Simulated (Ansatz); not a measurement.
# Two runs on Hg

System: Hg (Im-3m, 1 atom in the cell).
Method of the first run: DFT r2SCAN, scalar-relativistic, plane waves, PAW, no spin polarisation (Ansatz 0.2.0).

The structure was built on a prototype by a generator; it need not be a known phase. Text and figures count atoms from 1; the logs count them from 0 in places.

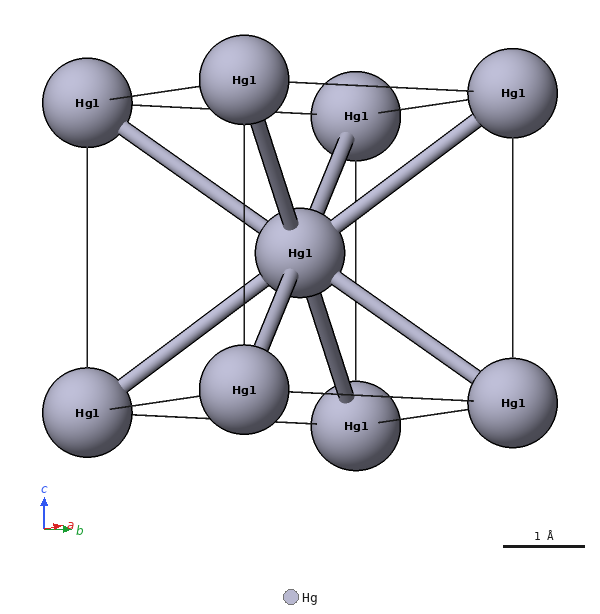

Figure 1. The structure (ball-and-stick view of the cell 2 times as large as that of the calculation, set on its symmetry axes, seen at an oblique angle; atoms are numbered from 1 in the order of the input). Near neighbours in the crystal (not all of them lie inside the picture): Hg has 8 Hg at 3.34 Å.

### Input file, the first run
```yaml
crystal:
  lattice:
    - [-1.9287681815, 1.9287681815, 1.9287681815]
    - [1.9287681815, -1.9287681815, 1.9287681815]
    - [1.9287681815, 1.9287681815, -1.9287681815]
  atoms:
    - { symbol: Hg, position: [0.0, 0.0, 0.0] }
basis:
  ecutwfc: 600
  ecutrho_ratio: 5
kpoints:
  mp_grid: { grid: [16, 16, 16] }
hamiltonian:
  xc: r2scan
scf:
  occupations: { method: gaussian, width: 0.05 }
output:
  forces: true
  stress: true
  eigenvalues: true
```

Hardware: 2 threads of an x86-64 CPU, shared host.

### Output, shortened to warnings, some set-up lines, iterations and results (the first run)
```
Basis set: ecut = 600 eV, 959 PW (Γ), exchange–correlation on 120×120×120 points (64 copies of the dense FFT grid, shifted against one another)
Symmetry: 48 space group operations
k-points: 145 of 4096
Initial density: superposition of atomic densities (neutral atoms: chi_scale 0, normalization atom), corrected by the library's trained network
[...]
SCF iter   1: F=—  HF=-13827.828052 eV  |F-HF|=—  |Δ(HF+E_count)|=         —  Δρ=8.12e-3  dr2=2.32e-2  dr2_τ=1.18e-3  ethr=1.77e-3  ⟨swp⟩=5.6  Hψ=11202  notcnv=0
SCF iter   2: F=—  HF=-13827.822987 eV  |F-HF|=—  |Δ(HF+E_count)|=   5.06e-3  Δρ=4.20e-3  dr2=6.59e-3  dr2_τ=3.40e-4  ethr=1.16e-4  ⟨swp⟩=2.0  Hψ=3765  notcnv=0  defer=5
SCF iter   3: F=—  HF=-13827.821538 eV  |F-HF|=—  |Δ(HF+E_count)|=   1.45e-3  Δρ=1.07e-3  dr2=3.09e-4  dr2_τ=1.80e-5  ethr=3.29e-5  ⟨swp⟩=2.1  Hψ=3361  notcnv=0  defer=5
SCF iter   4: F=—  HF=-13827.821627 eV  |F-HF|=—  |Δ(HF+E_count)|=   8.96e-5  Δρ=2.40e-4  dr2=1.15e-5  dr2_τ=1.12e-6  ethr=1.54e-6  ⟨swp⟩=2.6  Hψ=3150  notcnv=0  defer=5
SCF iter   5: F=—  HF=-13827.821648 eV  |F-HF|=—  |Δ(HF+E_count)|=   2.02e-5  Δρ=6.04e-5  dr2=7.80e-7  dr2_τ=8.68e-8  ethr=5.74e-8  ⟨swp⟩=2.8  Hψ=3386  notcnv=0  defer=5
SCF iter   6: F=-13827.821648 eV  HF=-13827.821648 eV  |F-HF|=9.91e-9  |Δ(HF+E_count)|=   5.02e-7  Δρ=1.13e-5  dr2=3.30e-8  dr2_τ=7.87e-9  ethr=5.00e-10  ⟨swp⟩=6.4  Hψ=9295  …
SCF 1 converged in 6 iterations: F = -13827.821648 eV  dr2 = 3.30e-8
SCF converged after 6 iterations
Free energy (F): -13827.821648 eV
Harris-Foulkes:  -13827.821648 eV  (|F-HF|=9.91e-9)
Internal energy: -13827.821212 eV  (E = F + TS)
E sigma→0 (E₀):  -13827.821430 eV
Entropy (-TS):   -0.000436 eV (-0.436 meV/atom)
Fermi energy:    11.194582 eV
--- Per-component energies (eV) ---
  E_band       = -469.995307
  E_kinetic    = 605.256980
  E_local      = -2802.394838  (includes V_loc(G=0)·N_el)
  E_nonlocal   = 74.133479
  E_hartree    = 1193.119430
  E_xc         = -208.175601
  E_vxc        = -290.046338  (∫ρ·V_xc dr)
  E_paw        = -9972.661564  (= ΣΔE_a)
  E_vpaw       = -463.549908  (= ΣTr[D̂ρ^β])
  E_aug_tail   = 0.000057  (compensation charges beyond the density's cutoff)
  E_vtau       = 20.355755  (kinetic-family band-sum trace: ∫τ·v_τ [+ j·A + Jᵃ·Aᵃ] dr)
  E_ewald      = -2716.950227
  E_core_change = -0.148928  (= ΣΔE_core)
  E_smearing   = -0.000436  (= −TS)
  E_closure    = -0.000000  (closes the sum)
  Σ components = -13827.821648   (vs F -13827.821648, Δ=0.00e0)
--- Forces (eV/Å), atoms counted from 1 ---
  atom   1  Hg     0.00000000    -0.00000000     0.00000000
  max |Σ_I F_I| component: 5.26e-31 eV/Å
--- Stress (GPa, compression-positive) ---
       -0.812741       0.000000      -0.000000
        0.000000      -0.812741      -0.000000
        0.000000       0.000000      -0.812741
  P = ⅓ Tr σ = -0.8127 GPa (-8.127 kbar)
```

The input of the second run differs as follows (lines with − go, lines with + come):
```diff
-  mp_grid: { grid: [16, 16, 16] }
+  mp_grid: { grid: [8, 8, 8] }
-  xc: r2scan
+  xc: pbe
```

What does this change do to the results?

The total energies belong to different methods, so their difference says nothing on which is more stable or more accurate. The pressure goes from −0.81 to −0.03 GPa. The functional changes from r2SCAN to PBE. The number of SCF iterations is the same. The irreducible k-points go from 145 to 29.

### Output, shortened to warnings, some set-up lines, iterations and results (the second run)
```
Basis set: ecut = 600 eV, 959 PW (Γ), exchange–correlation on 60×60×60 points (8 copies of the dense FFT grid, shifted against one another)
Symmetry: 48 space group operations
k-points: 29 of 512
Initial density: superposition of atomic densities (neutral atoms: chi_scale 0, normalization atom), corrected by the library's trained network
[...]
SCF iter   1: F=—  HF=-13813.465299 eV  |F-HF|=—  |Δ(HF+E_count)|=         —  Δρ=8.65e-4  dr2=1.77e-4  ethr=1.77e-3  ⟨swp⟩=5.5  Hψ=2149  notcnv=0
SCF iter   2: F=—  HF=-13813.465662 eV  |F-HF|=—  |Δ(HF+E_count)|=   3.63e-4  Δρ=4.23e-4  dr2=1.94e-5  ethr=8.84e-7  ⟨swp⟩=2.4  Hψ=942  notcnv=0
SCF iter   3: F=—  HF=-13813.465675 eV  |F-HF|=—  |Δ(HF+E_count)|=   1.27e-5  Δρ=1.35e-4  dr2=4.51e-6  ethr=9.70e-8  ⟨swp⟩=2.0  Hψ=665  notcnv=0
SCF iter   4: F=-13813.465676 eV  HF=-13813.465676 eV  |F-HF|=6.51e-8  |Δ(HF+E_count)|=   1.07e-6  Δρ=2.35e-5  dr2=5.79e-8  ethr=2.25e-8  ⟨swp⟩=2.0  Hψ=578  notcnv=0
SCF iter   5: F=-13813.465676 eV  HF=-13813.465676 eV  |F-HF|=1.10e-8  |Δ(HF+E_count)|=   8.66e-8  Δρ=6.20e-6  dr2=1.35e-8  ethr=2.90e-10  ⟨swp⟩=2.0  Hψ=578  notcnv=0
SCF iter   6: F=-13813.465676 eV  HF=-13813.465676 eV  |F-HF|=4.07e-10  |Δ(HF+E_count)|=   4.97e-9  Δρ=1.31e-6  dr2=5.47e-10  ethr=6.77e-11  ⟨swp⟩=2.4  Hψ=1373  notcnv=0
SCF 1 converged in 6 iterations: F = -13813.465676 eV  dr2 = 5.47e-10
SCF converged after 6 iterations
Free energy (F): -13813.465676 eV
Harris-Foulkes:  -13813.465676 eV  (|F-HF|=4.07e-10)
Internal energy: -13813.465029 eV  (E = F + TS)
E sigma→0 (E₀):  -13813.465352 eV
Entropy (-TS):   -0.000647 eV (-0.647 meV/atom)
Fermi energy:    11.226466 eV
--- Per-component energies (eV) ---
  E_band       = -448.145397
  E_kinetic    = 604.711117
  E_local      = -2796.670551  (includes V_loc(G=0)·N_el)
  E_nonlocal   = 72.614128
  E_hartree    = 1188.719717
  E_xc         = -220.346917
  E_vxc        = -262.061528  (∫ρ·V_xc dr)
  E_paw        = -9945.542353  (= ΣΔE_a)
  E_vpaw       = -444.176569  (= ΣTr[D̂ρ^β])
  E_aug_tail   = 0.000057  (compensation charges beyond the density's cutoff)
  E_ewald      = -2716.950227
  E_smearing   = -0.000647  (= −TS)
  E_closure    = 0.000000  (closes the sum)
  Σ components = -13813.465676   (vs F -13813.465676, Δ=0.00e0)
--- Forces (eV/Å), atoms counted from 1 ---
  atom   1  Hg     0.00000000    -0.00000000    -0.00000000
  max |Σ_I F_I| component: 9.45e-32 eV/Å
--- Stress (GPa, compression-positive) ---
       -0.026342       0.000000      -0.000000
       -0.000000      -0.026342      -0.000000
        0.000000       0.000000      -0.026342
  P = ⅓ Tr σ = -0.0263 GPa (-0.263 kbar)
```

### The two runs side by side

| quantity | the first run | the second run |
| --- | --- | --- |
| outcome | converged | converged |
| free energy per atom (eV) | −13827.8216 | −13813.4657 |
| energy per atom, smearing taken to zero (eV) | −13827.8214 | −13813.4654 |
| pressure (GPa) | −0.81 | −0.03 |
| largest force (eV/Å) | 0.000 | 0.000 |
| SCF iterations | 6 | 6 |
| irreducible k-points | 145 | 29 |
| plane waves at Γ | 959 | 959 |

For both runs: Spin–orbit coupling is left out, which matters for Hg.
